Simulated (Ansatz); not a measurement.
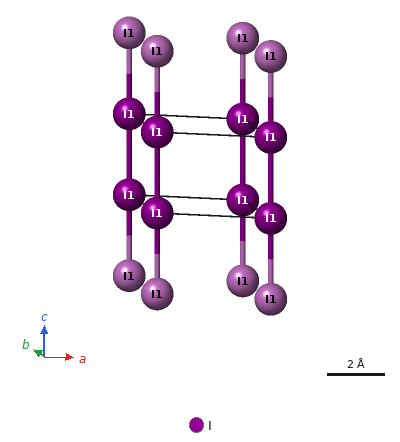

Fig. 1: The structure as given in the input (ball-and-stick view of the cell of the calculation, seen slightly off an axis; neighbours outside the cell are drawn fainter; atoms are numbered from 1 in the order of the input). An atom can appear more than once, as a periodic image. Near neighbours in the periodic cell (some may lie outside the picture): I has 2 I at 2.91 Å.

## Band-structure calculation, with input and output: I

System: I (P6/mmm, 1 atom in the cell).
Method: DFT, PBE, PAW with Ansatz's default frozen-core files, scalar-relativistic, no spin polarisation (Ansatz 0.2.0).

It belongs to a series of runs on one base structure; here: volume scaled by 0.85, PAW files. Figures and captions count atoms from 1; the log counts them from 0 in places.

Input:
```yaml
crystal:
  lattice:
    - [4.2052026494, 0.0, 0.0]
    - [-2.1026013247, 3.6418123224, 0.0]
    - [0.0, 0.0, 2.9120395907]
  atoms:
    - { symbol: I, position: [0.0, 0.0, 0.0] }
kpoints:
  mp_grid: { grid: [12, 12, 12] }
  band_path:
    path:
      - [0.0, 0.0, 0.0]
      - [0.5, 0.0, 0.0]
      - [0.3333333333, 0.3333333333, 0.0]
      - [0.0, 0.0, 0.0]
      - [0.0, 0.0, 0.5]
      - [0.5, 0.0, 0.5]
      - [0.3333333333, 0.3333333333, 0.5]
      - [0.0, 0.0, 0.5]
      - [0.5, 0.0, 0.5]
    npoints: 8
scf:
  occupations: { method: fermi_dirac, width: 0.08 }
hamiltonian:
  xc: pbe
  pseudopotentials: { kind: paw }
output:
  forces: true
  stress: true
  eigenvalues: true
  populations: true
  dos: { projected: true, de: 0.2, e_range: [-14, 8] }
  write_density: true
  write_potential: true
  elf: true
  volumetric_format: npy
```

Run on 1 thread of Arm Neoverse V1, 112 GiB of memory available, shared host.

Launch command:
```bash
ansatz run input.yaml --threads 1 --pin off --max-ram 2048MiB --backend cpu --events-out ev --progress --plain --runs-dir out
```

What the program printed:
```
Engine: ansatz 0.2.0, aarch64-unknown-linux-gnu
Pseudopotentials: kind: paw
Pseudopotential: I, paw, valence charge 17, recommended cutoff 420 eV (normal), I.paw.azcp
Functional definition: PBE
  parameter kappa = 0.804
  parameter beta = 0.06672455060314922
  exchange = pbe_x(kappa = kappa, mu = beta*pi^2/3)
  correlation = pbe_c(beta = beta)
Crystal: 1 atoms, lattice volume = 44.597 Å³
Basis set: ecut = 420 eV, 855 PW (Γ), exchange–correlation on 60×60×40 points (8 copies of the dense FFT grid, shifted against one another)
Bands: 13, of which v1, the nominal top of the filled ones, is band 9 counted from 1 (8 counted from 0)
Symmetry: 24 space group operations
Space group: P6/mmm (ITA 191), of the structure as read, at distance tolerance 3.5e-5 Å
k-points: 133 of 1728
Non-local potential: I, projectors of the file, l = 0: 2, l = 1: 2, l = 2: 2, l = 3: 2
PAW form: soft (Blöchl's): semilocal exchange-correlation on the pseudo side does not see the compensation charge
PAW one-centre angular grid: I, 590 points (default); XC on 64 Gauss nodes
Initial density: superposition of atomic densities (neutral atoms: chi_scale 0, normalization atom), corrected by the library's trained network
Initial wavefunctions: pseudopotential atomic-orbital guess
Functional: x = pbe(κ = 0.804, μ = 0.2195149727645171), c = pbe(β = 0.06672455060314922)
SCF iter   1: F=—  HF=-7512.827024 eV  |F-HF|=—  |Δ(HF+E_count)|=         —  Δρ=2.13e-3  dr2=2.68e-3  ethr=1.77e-3  ⟨swp⟩=6.1  Hψ=11770  notcnv=0
preconditioner: auto → none  [metal: Δε(μ)=0.002 eV  Ē_g=13.080 eV  σ=0.080 eV  W_gap=0.01  n_scr=8 (ndim 8)  ℏωp=14.7 eV  f_vac=0.134  D(μ)=0.67/eV (n_scr^D=0)  sad-step TF]
SCF iter   2: F=—  HF=-7512.826263 eV  |F-HF|=—  |Δ(HF+E_count)|=   7.61e-4  Δρ=1.15e-3  dr2=9.14e-4  ethr=1.58e-5  ⟨swp⟩=1.6  Hψ=3079  notcnv=0
SCF iter   3: F=—  HF=-7512.826098 eV  |F-HF|=—  |Δ(HF+E_count)|=   1.65e-4  Δρ=3.96e-4  dr2=6.97e-5  ethr=5.37e-6  ⟨swp⟩=2.0  Hψ=2195  notcnv=0
SCF iter   4: F=—  HF=-7512.826059 eV  |F-HF|=—  |Δ(HF+E_count)|=   3.87e-5  Δρ=1.24e-4  dr2=8.32e-6  ethr=4.10e-7  ⟨swp⟩=2.1  Hψ=2826  notcnv=0
SCF iter   5: F=—  HF=-7512.826061 eV  |F-HF|=—  |Δ(HF+E_count)|=   1.42e-6  Δρ=8.11e-5  dr2=2.47e-6  ethr=4.90e-8  ⟨swp⟩=2.0  Hψ=2821  notcnv=0
SCF iter   6: F=—  HF=-7512.826059 eV  |F-HF|=—  |Δ(HF+E_count)|=   1.23e-6  Δρ=3.38e-5  dr2=4.52e-7  ethr=1.45e-8  ⟨swp⟩=2.2  Hψ=2838  notcnv=0
SCF iter   7: F=-7512.826059 eV  HF=-7512.826059 eV  |F-HF|=3.45e-8  |Δ(HF+E_count)|=   2.50e-7  Δρ=9.97e-6  dr2=3.63e-8  ethr=5.88e-10  ⟨swp⟩=10.6  Hψ=12367  notcnv=0
SCF 1 converged in 7 iterations: F = -7512.826059 eV  dr2 = 3.63e-8
  greatest PAW one-centre occupation: 0.999 electrons in one spin orbital (limit 2), on the I atom at site 0 (counted from 0), in its partial waves of l = 2
NSCF: frozen V_eff on 65 k-points
SCF converged after 7 iterations
Free energy (F): -7512.826059 eV
Harris-Foulkes:  -7512.826059 eV  (|F-HF|=3.45e-8)
Internal energy: -7512.811378 eV  (E = F + TS)
E sigma→0 (E₀):  -7512.818719 eV
Entropy (-TS):   -0.014681 eV (-14.681 meV/atom)
Fermi energy:    4.583106 eV
--- Per-component energies (eV) ---
  E_band       = -406.437229
  E_kinetic    = 188.371485
  E_local      = -2111.792835  (includes V_loc(G=0)·N_el)
  E_nonlocal   = -91.868566
  E_hartree    = 1075.381348
  E_xc         = -127.688657
  E_vxc        = -128.013573  (∫ρ·V_xc dr)
  E_paw        = -4814.742543  (= ΣΔE_a)
  E_vpaw       = -413.901709  (= ΣTr[D̂ρ^β])
  E_aug_tail   = -0.000006  (compensation charges beyond the density's cutoff)
  E_ewald      = -1630.471603
  E_smearing   = -0.014681  (= −TS)
  E_closure    = 0.000000  (closes the sum)
  Σ components = -7512.826059   (vs F -7512.826059, Δ=0.00e0)
--- Forces (eV/Å), atoms counted from 1 ---
  atom   1  I      0.00000000     0.00000000     0.00000000
  max |Σ_I F_I| component: 1.64e-32 eV/Å
--- Stress (GPa, compression-positive) ---
        0.971409       0.000000       0.000000
        0.000000       0.971409       0.000000
        0.000000       0.000000       0.974710
  P = ⅓ Tr σ = 0.9725 GPa (9.725 kbar)
--- Band table (eV; the first three rows and the last of 133) ---
  k-point 0: bands = ["-40.5400", "-40.3804", "-40.3804", "-40.1026", "-40.1026", "-9.0496", "3.0314", "3.0314", "7.9574", "8.8900", "12.5701", "12.5701", "14.5028"]
  k-point 1: bands = ["-40.5339", "-40.3820", "-40.3820", "-40.1025", "-40.1025", "-8.9401", "3.1309", "3.1309", "6.8841", "9.0095", "12.6789", "12.6789", "15.3185"]
  k-point 2: bands = ["-40.5170", "-40.3863", "-40.3863", "-40.1021", "-40.1021", "-8.6164", "3.4181", "3.4181", "4.8137", "9.3557", "13.0039", "13.0039", "15.6693"]
  k-point 132: bands = ["-40.4474", "-40.4042", "-40.4042", "-40.1003", "-40.1003", "-6.1461", "-0.8209", "3.6515", "3.6515", "10.0566", "10.0566", "15.7492", "15.7492"]
--- Löwdin populations: 1 site ---
  site symbol       q [e]
     0      I     16.9614
  spilling = 0.002272 (of n_electrons = 17.000000)
```

File dos.tsv:
```
# E-E_F[eV]	g_bin_mean(E)[states/eV]	N(E)
# format = ansatz-dos/2
# fermi_ev = 4.583106
# fermi_mp_grid = 12 12 12
# fermi_mp_shift = 0 0 0
# tetrahedron_fermi_ev = 4.461911
# g_bin_mean(E): the states in a bin one row spacing wide, centred on E, divided by that spacing. States that the method places at a single energy (under output.dos.method: tetrahedron, those of a tetrahedron whose four corners have one energy) are counted whole in the row whose bin holds that energy (on the edge of two bins, in the lower row). The sum of g_bin_mean over a run of rows, times the row spacing, is the number of states from half a spacing under the first of them to half a spacing over the last (a plain sum, not the trapezoid rule).
-14.000000	0.000000e0	1.000000e1
-13.800000	0.000000e0	1.000000e1
-13.600000	1.802971e-1	1.000163e1
-13.400000	1.084593e0	1.010863e1
-13.200000	1.415402e0	1.043416e1
-13.000000	8.889826e-1	1.063013e1
-12.800000	6.520802e-1	1.077987e1
-12.600000	6.275274e-1	1.090811e1
-12.400000	5.520425e-1	1.102817e1
-12.200000	5.068377e-1	1.113087e1
-12.000000	5.071542e-1	1.123224e1
-11.800000	5.096515e-1	1.133384e1
-11.600000	5.130537e-1	1.143622e1
-11.400000	5.223594e-1	1.153883e1
-11.200000	6.858506e-1	1.165394e1
-11.000000	9.452873e-1	1.182815e1
-10.800000	4.088807e-1	1.198391e1
-10.600000	0.000000e0	1.200000e1
-10.400000	0.000000e0	1.200000e1
-10.200000	0.000000e0	1.200000e1
-10.000000	0.000000e0	1.200000e1
-9.800000	0.000000e0	1.200000e1
-9.600000	0.000000e0	1.200000e1
-9.400000	0.000000e0	1.200000e1
-9.200000	0.000000e0	1.200000e1
-9.000000	0.000000e0	1.200000e1
-8.800000	0.000000e0	1.200000e1
-8.600000	0.000000e0	1.200000e1
-8.400000	0.000000e0	1.200000e1
-8.200000	0.000000e0	1.200000e1
-8.000000	0.000000e0	1.200000e1
-7.800000	0.000000e0	1.200000e1
-7.600000	0.000000e0	1.200000e1
-7.400000	0.000000e0	1.200000e1
-7.200000	0.000000e0	1.200000e1
-7.000000	0.000000e0	1.200000e1
-6.800000	0.000000e0	1.200000e1
-6.600000	0.000000e0	1.200000e1
-6.400000	0.000000e0	1.200000e1
-6.200000	0.000000e0	1.200000e1
-6.000000	0.000000e0	1.200000e1
-5.800000	5.654019e-3	1.200000e1
-5.600000	1.479725e-1	1.201008e1
-5.400000	5.164715e-1	1.207471e1
-5.200000	5.829648e-1	1.219333e1
-5.000000	4.735001e-1	1.230220e1
-4.800000	2.525480e-1	1.237215e1
-4.600000	2.367348e-1	1.241950e1
-4.400000	2.367349e-1	1.246684e1
-4.200000	2.367351e-1	1.251419e1
-4.000000	2.367352e-1	1.256154e1
-3.800000	2.353890e-1	1.260888e1
-3.600000	4.916493e-1	1.266788e1
-3.400000	1.007491e0	1.281695e1
-3.200000	1.092684e0	1.304521e1
-3.000000	1.036384e0	1.325483e1
-2.800000	1.049335e0	1.346207e1
-2.600000	9.532547e-1	1.366728e1
-2.400000	8.008581e-1	1.383909e1
-2.200000	9.171948e-1	1.400208e1
-2.000000	1.615261e0	1.424401e1
-1.800000	2.255472e0	1.463771e1
-1.600000	2.409862e0	1.518375e1
-1.400000	1.475579e0	1.550868e1
-1.200000	1.280443e0	1.578857e1
-1.000000	1.084255e0	1.601837e1
-0.800000	1.134642e0	1.623749e1
-0.600000	1.147641e0	1.646915e1
-0.400000	1.103672e0	1.669402e1
-0.200000	1.096095e0	1.691328e1
0.000000	8.412118e-1	1.711694e1
0.200000	5.362423e-1	1.725182e1
0.400000	2.166703e-1	1.732444e1
0.600000	1.630264e-1	1.735777e1
0.800000	1.629838e-1	1.739037e1
1.000000	1.629844e-1	1.742297e1
1.200000	1.629851e-1	1.745556e1
1.400000	1.629857e-1	1.748816e1
1.600000	1.629863e-1	1.752076e1
1.800000	1.629870e-1	1.755336e1
2.000000	1.629876e-1	1.758595e1
2.200000	1.629883e-1	1.761855e1
2.400000	1.900329e-1	1.765227e1
2.600000	2.954444e-1	1.769999e1
2.800000	3.195765e-1	1.776390e1
3.000000	3.195858e-1	1.782782e1
3.200000	3.195953e-1	1.789174e1
3.400000	2.955590e-1	1.795552e1
3.600000	8.595526e-2	1.799951e1
3.800000	0.000000e0	1.800000e1
4.000000	0.000000e0	1.800000e1
4.200000	0.000000e0	1.800000e1
4.400000	8.624474e-3	1.800020e1
4.600000	4.334974e-2	1.800540e1
4.800000	1.118178e-1	1.801787e1
5.000000	2.755269e-1	1.805541e1
5.200000	5.953192e-1	1.813953e1
5.400000	8.159726e-1	1.828481e1
5.600000	9.258533e-1	1.846126e1
5.800000	9.061682e-1	1.864675e1
6.000000	9.289240e-1	1.882821e1
6.200000	1.019097e0	1.902062e1
6.400000	1.222511e0	1.924727e1
6.600000	1.213922e0	1.949020e1
6.800000	1.138039e0	1.973560e1
7.000000	8.771866e-1	1.992587e1
7.200000	1.003922e0	2.011202e1
7.400000	1.158412e0	2.033019e1
7.600000	1.284585e0	2.057321e1
7.800000	1.358996e0	2.084095e1
8.000000	1.273954e0	2.111509e1
```

File populations.tsv:
```
# site	symbol	l	j	q
# orbitals = lowdin
# n_electrons = 17.000000
# spilling = 0.002272
0	I	0_5S	-	1.973240
0	I	1_5P	-	4.988329
0	I	2_4D	-	9.999810
```

File rho_z.tsv:
```
# z_ang	rho[e/angstrom^3]
# format = ansatz-planar-average/11
# lattice	4.205202649	0.000000000	0.000000000
# lattice	-2.102601325	3.641812322	0.000000000
# lattice	0.000000000	0.000000000	2.912039591
# sites	1
# site	53	0.000000000	0.000000000	0.000000000
0.000000	1.079156e0
0.145602	9.965920e-1
0.291204	7.808592e-1
0.436806	5.192101e-1
0.582408	3.144343e-1
0.728010	2.061687e-1
0.873612	1.509020e-1
1.019214	1.120304e-1
1.164816	8.644901e-2
1.310418	7.197375e-2
1.456020	6.750512e-2
1.601622	7.197375e-2
1.747224	8.644901e-2
1.892826	1.120304e-1
2.038428	1.509020e-1
2.184030	2.061687e-1
2.329632	3.144343e-1
2.475234	5.192101e-1
2.620836	7.808592e-1
2.766438	9.965920e-1
```

File v_z.tsv:
```
# z_ang	v_es[eV]	v_tot[eV]
# format = ansatz-planar-average/11
# xc	pbe
# density_cutoff_ev	1680
# datasets	I=:simpson_from_first_knot:soft
# lattice	4.205202649	0.000000000	0.000000000
# lattice	-2.102601325	3.641812322	0.000000000
# lattice	0.000000000	0.000000000	2.912039591
# sites	1
# site	53	0.000000000	0.000000000	0.000000000
0.000000	4.638478e0	-5.381084e0
0.145602	4.493490e0	-5.445426e0
0.291204	4.183029e0	-5.495391e0
0.436806	3.991250e0	-5.247492e0
0.582408	4.184695e0	-4.450911e0
0.728010	4.886569e0	-3.056740e0
0.873612	5.992903e0	-1.246505e0
1.019214	7.153212e0	5.746072e-1
1.164816	7.984481e0	1.967606e0
1.310418	8.409548e0	2.710582e0
1.456020	8.540557e0	2.903664e0
1.601622	8.409548e0	2.710582e0
1.747224	7.984481e0	1.967606e0
1.892826	7.153212e0	5.746072e-1
2.038428	5.992903e0	-1.246505e0
2.184030	4.886569e0	-3.056740e0
2.329632	4.184695e0	-4.450911e0
2.475234	3.991250e0	-5.247492e0
2.620836	4.183029e0	-5.495391e0
2.766438	4.493490e0	-5.445426e0
```

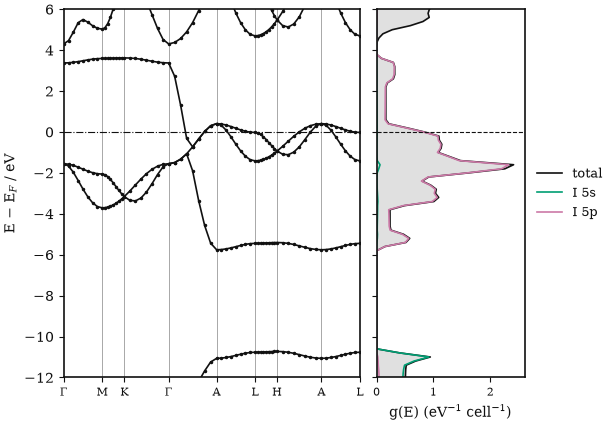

Fig. 2: Band structure along Γ–M–K–Γ–A–L–H–A–L and density of states (projected on Löwdin-orthogonalised atomic shells), with energies from the Fermi level. Bands cross the Fermi level: a metal at this level of theory.

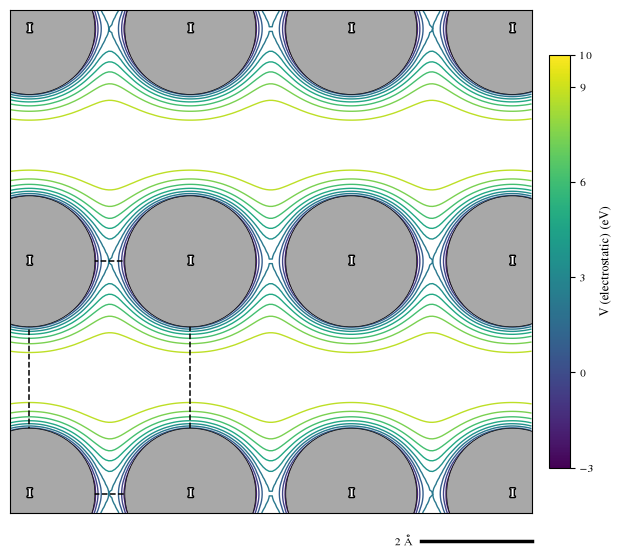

Fig. 3: Electrostatic potential energy of an electron on the (11̄0) plane of the conventional cell. Grey discs, where drawn, cover atomic cores. Atoms in the plane: I. Outside the cores the potential energy rises away from the atoms and is highest about 2.5 Å from the nearest atoms; outside the discs it spans about 12 eV, and its zero is arbitrary. The fields are those of the smooth PAW valence density.

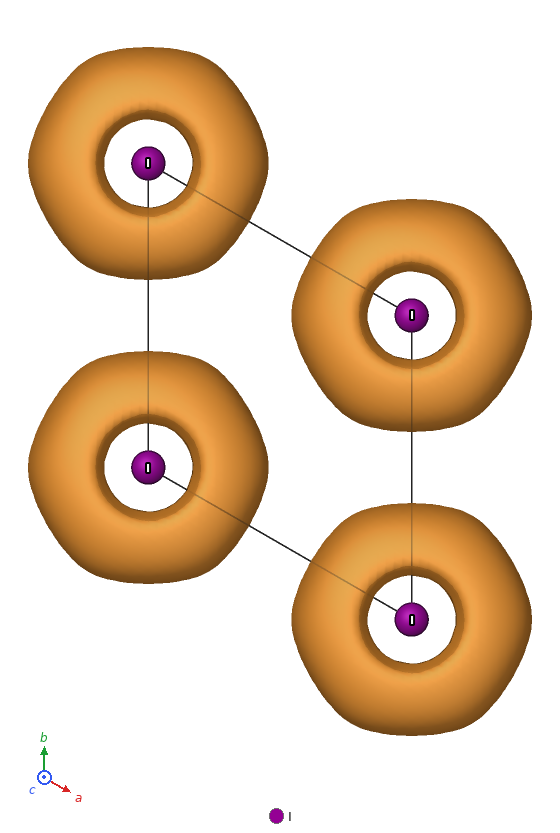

Fig. 4: Isosurface of the electron localisation function at 0.6 (orange), seen along the c axis. Only the valence region is drawn (cores and ρ < 0.01 e/Å³ removed). Sticks mark near contacts. The outline is the cell set on symmetry axes. Profiles from the grid: I–I (2.91 Å): the ELF is about 0.45 at the midpoint.

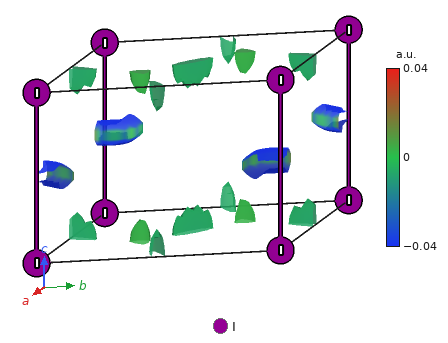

Fig. 5: Non-covalent interaction (NCI) plot: the surface where the reduced density gradient is 0.4, for densities under 0.05 a.u., coloured by sign(λ₂)ρ; seen slightly off an axis. The outline is the cell set on symmetry axes.

Summary:

| quantity | value |
| --- | --- |
| outcome | converged |
| space group (tolerance 0.01 Å) | P6/mmm (191) |
| electrons treated | 17 |
| free energy | −7512.8261 eV |
| Fermi energy | 4.583 eV |
| pressure | 0.97 GPa |
| electronic character | metal |
| largest force (length of the vector) | under 0.001 eV/Å |
| wall time | 7 s |
| peak memory | 0.34 GiB |

The cell holds an odd number of electrons but the run has no spin polarisation, so a band is left half filled.
